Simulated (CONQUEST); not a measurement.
## AgCl: 7 runs along one coordinate

System: AgCl (Pm-3m, 2 atoms in the cell).
Method: Kohn-Sham DFT of a periodic cell, PBE, PseudoDojo NC PBE, no spin polarisation (CONQUEST 1.3).

The 7 runs differ only in the geometry, by an even scaling of the cell at fixed fractional positions. The structure derives from a Materials Project entry.

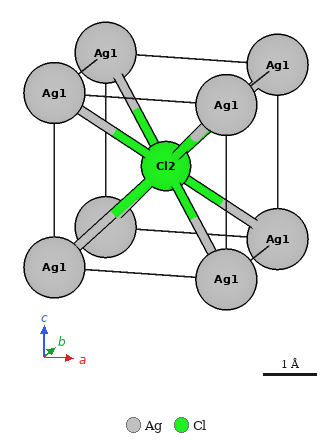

Figure 1. The structure of run 4 (ball-and-stick view of the cell of the calculation, seen slightly off an axis; atoms are numbered from 1 in the order of the input).

### Input of run 4
```
IO.Title AgCl
IO.Coordinates coords.dat
IO.FractionalAtomicCoords T
IO.Iprint 2
IO.Iprint_init 1
General.NumberOfSpecies 2
General.PseudopotentialType hamann
AtomMove.TypeOfRun static
AtomMove.FullStress T
Grid.PointsAlongX 36
Grid.PointsAlongY 36
Grid.PointsAlongZ 36
DM.SolutionMethod diagon
Diag.MPMesh T
Diag.GammaCentred T
Diag.MPMeshX 8
Diag.MPMeshY 8
Diag.MPMeshZ 8
Diag.kT 0.00183747
minE.SCTolerance 1e-6
SC.MaxIters 100
IO.AtomChargeOutput T
%block ChemicalSpeciesLabel
1 107.870 Ag
2 35.450 Cl
%endblock
```

Command:
```bash
Conquest
```

Lattice vectors (Å) and fractional positions of run 4:
```
   3.433973    0.000000    0.000000
   0.000000    3.433973    0.000000
   0.000000    0.000000    3.433973
Ag  0.000000  0.000000  0.000000
Cl  0.500000  0.500000  0.500000
```

Run 3 has the same physical settings and fractional positions; its lattice vectors (Å) are:
```
   3.410926    0.000000    0.000000
   0.000000    3.410926    0.000000
   0.000000    0.000000    3.410926
```

### Results, with one run withheld

| run | volume per atom (Å³) | free energy per atom, from the lowest run given (meV) | pressure (GPa) | gap on the mesh (eV) |
| --- | --- | --- | --- | --- |
| 1 | 19.032 | 18.17 | 4.19 | 0.73 |
| 2 | 19.437 | 9.02 | 3.09 | 0.71 |
| 3 | 19.842 | ? | ? | ? |
| 4 | 20.247 | 0.00 | 0.37 | 0.69 |
| 5 | 20.652 | 0.17 | −0.45 | 0.68 |
| 6 | 21.057 | 2.36 | −1.28 | 0.68 |
| 7 | 21.462 | 5.92 | −1.50 | 0.67 |

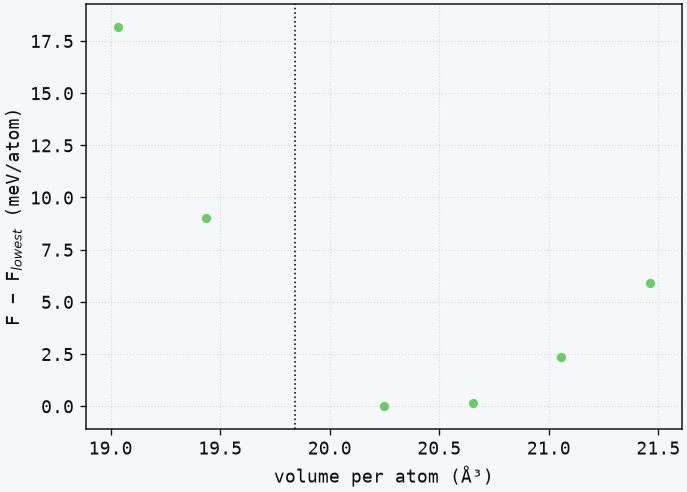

Figure 2. Free energy per atom of the runs given; the dotted line marks run 3.

Estimate the energy of run 3 from the others.

A cubic polynomial in V^(−2/3) (the Birch–Murnaghan form), fitted to the 6 runs given, misses them by at most 0.27 meV per atom. With x = V^(−2/3) − 0.13445 Å⁻², it reads F = 0.15156 + 633.58 x + 3.9213e+05 x² + 5.3133e+06 x³ (meV per atom). At run 3 it gives 3.01 meV per atom, and the run itself gives 2.70. The slope of the fit gives a pressure −dF/dV of 1.66 GPa there, and the run prints 1.93 GPa. The two needn't agree exactly: the fit is approximate, and the printed stress is taken on a finite basis. The fit has its minimum at 20.472 Å³ per atom, where V d²F/dV² gives 47.1 GPa: the bulk modulus at this level, since symmetry fixes the shape and the positions. The gap on the mesh goes, without turning, from 0.73 eV in run 1 to 0.67 eV in run 7; run 3 has 0.70 eV. These are gaps of this functional on this mesh, which can miss the band edges; they aren't the measured gap.

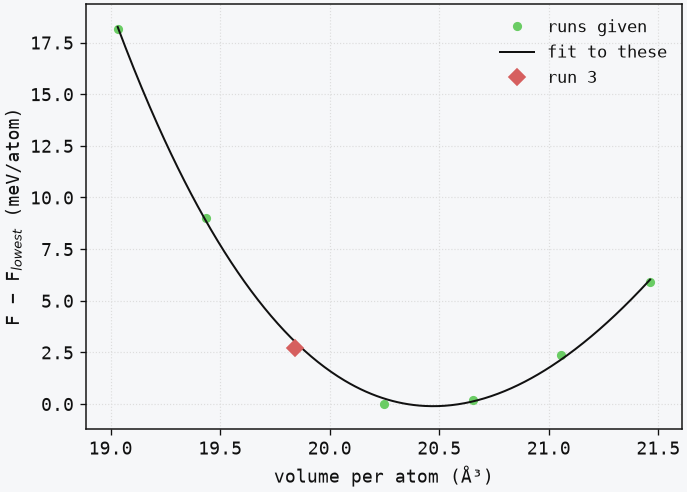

Figure 3. The fit and the withheld run.

### Some lines of the output (run 3)
```
[...]
          DFT Total Energy                 :      -171.426613936362770 Ha
          Free Energy (E-TS)               :      -171.427956277740066 Ha
          DFT Total Energy                 :      -171.427879606913081 Ha
          Free Energy (E-TS)               :      -171.427903495630289 Ha
          DFT Total Energy                 :      -171.427901700840863 Ha
          Free Energy (E-TS)               :      -171.427902508360091 Ha
          DFT Total Energy                 :      -171.427902171036067 Ha
          Free Energy (E-TS)               :      -171.427902442075805 Ha
          DFT Total Energy                 :      -171.427902109501190 Ha
          Free Energy (E-TS)               :      -171.427902465803641 Ha
          DFT Total Energy                 :      -171.427902159052479 Ha
      | Free Energy as E-TS      =      -171.427902465803641 Ha
      |* DFT total energy        =      -171.427902159052479 Ha
    force: Average pressure:      1.93189429 GPa
```

Notes: With a small basis of atomic orbitals these values can differ much from converged plane-wave results.
